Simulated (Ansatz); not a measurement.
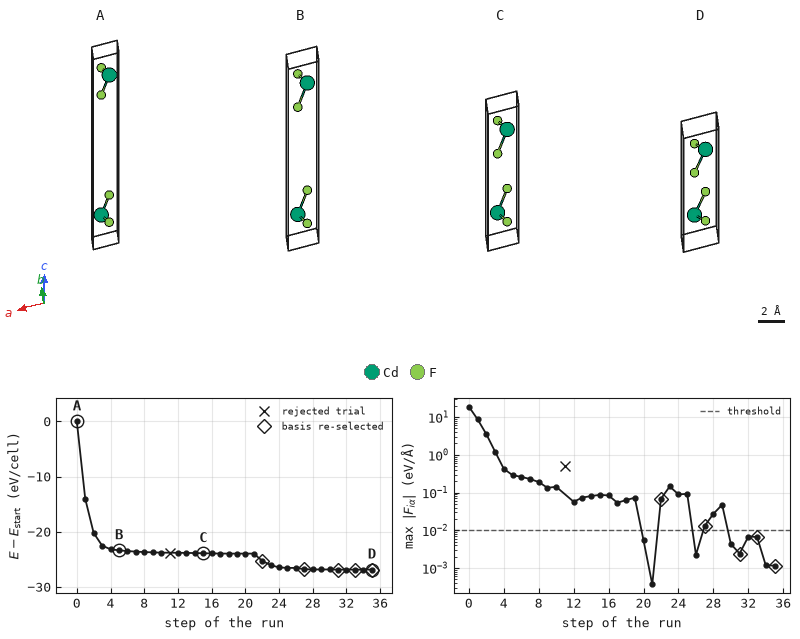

Frames of a relaxation of a crystal of CdF$_{2}$ (built on the MoS2-164 type type), marked on the history of the run. Style: ball-and-stick. Shown: the cell of the calculation, from a free direction.

Level of theory: DFT, PBEsol, plane waves, PAW in Ansatz. (plane-wave cutoff 420 eV; k-point mesh 9 × 9 × 2; occupations fermi dirac; smearing width 0.03 eV; no spin polarisation; cell and atoms relaxed; force threshold 0.01 eV/Å; at most 120 steps)

What happens along the run?

The energy falls by 26.850 eV per cell of the calculation in 29 accepted moves (35 points after the start). The largest force component goes from 19 to 0.0012 eV/Å. Pressure: 196.71 GPa at the start and −0.01 GPa at the end. The line search rejected the trial step at point 11 of the run. At 5 points the geometry stayed and the basis and grid were re-selected for the new cell (energy shift of 1.309 eV per cell of the calculation at most each time). The largest moves relative to the cell, 1.52 Å, are those of F atoms. Largest moves by element: F 1.52 Å, Cd 0.98 Å. The drawn cell changes as follows: a = b 2.373 → 3.287 Å (+38.5 %), c 16.150 → 9.654 Å (−40.2 %); the volume changes by +14.7 %. Among the contacts that change: Cd–Cd 2.373 → 3.287 Å, Cd–F 1.792 → 2.264 Å. Bond angles that change, for instance: F–Cd–F 80.3° → 66.1°, F–Cd–F 82.9° → 93.1°, Cd–F–Cd 82.9° → 93.1°. The space group stays P-3m1 (No. 164). Cost: 100 s on 2 threads of Intel(R) Xeon(R) Processor @ 2.70GHz, on a shared host, peak memory 0.44 GiB. From step 0 to 5: F atoms move most (0.47 Å), volume +36.8 %, energy −23.353 eV per cell of the calculation. From step 5 to 15: F atoms move most (1.09 Å), volume −22.8 %, energy −0.530 eV per cell of the calculation. From step 15 to 35: F atoms move most (0.32 Å), volume +8.6 %, energy −2.966 eV per cell of the calculation.

```
step  E − E(0), meV/atom  largest force component, eV/Å  pressure, GPa  volume, Å³/atom                      note
   0                0.00                        18.9659         196.71           13.130                          
   1            -2338.33                         8.7429          95.78           14.792                          
   2            -3369.29                         3.5334          42.03           16.713                          
   3            -3748.89                         1.2190          14.58           18.210                          
   4            -3860.96                         0.4263           2.67           18.517                          
   5            -3892.12                         0.2895           0.86           17.956                          
   6            -3914.46                         0.2612           0.72           17.258                          
   7            -3931.05                         0.2289           0.67           16.660                          
   8            -3944.09                         0.1902           0.71           16.072                          
   9            -3954.10                         0.1337          -0.17           15.729                          
  10            -3962.24                         0.1424           2.02           15.027                          
  11            -3962.23                         0.4951          -5.38           14.924                  rejected
  13            -3970.14                         0.0738           0.04           14.632                          
  14            -3974.93                         0.0808           0.12           14.284                          
  15            -3980.53                         0.0871           0.22           13.858                          
  17            -3989.28                         0.0539           0.27           13.125                          
  18            -3991.47                         0.0631          -0.27           12.849                          
  19            -3991.11                         0.0732           0.48           12.949                          
  21            -3991.22                         0.0004           0.00           12.944                          
  22            -4209.35                         0.0689          17.43           12.944  same geometry, new basis
  23            -4339.07                         0.1451           9.14           13.798                          
  24            -4408.54                         0.0894           3.66           14.403                          
  26            -4423.59                         0.0022           0.00           14.419                          
  27            -4461.82                         0.0131           3.65           14.419  same geometry, new basis
  28            -4470.22                         0.0274           1.41           14.891                          
  30            -4470.67                         0.0043          -0.01           15.163                          
  31            -4474.80                         0.0024           0.13           15.163  same geometry, new basis
  32            -4475.13                         0.0068           0.05           15.098                          
  34            -4475.09                         0.0012          -0.01           15.054                          
  35            -4474.92                         0.0012          -0.01           15.054  same geometry, new basis
```
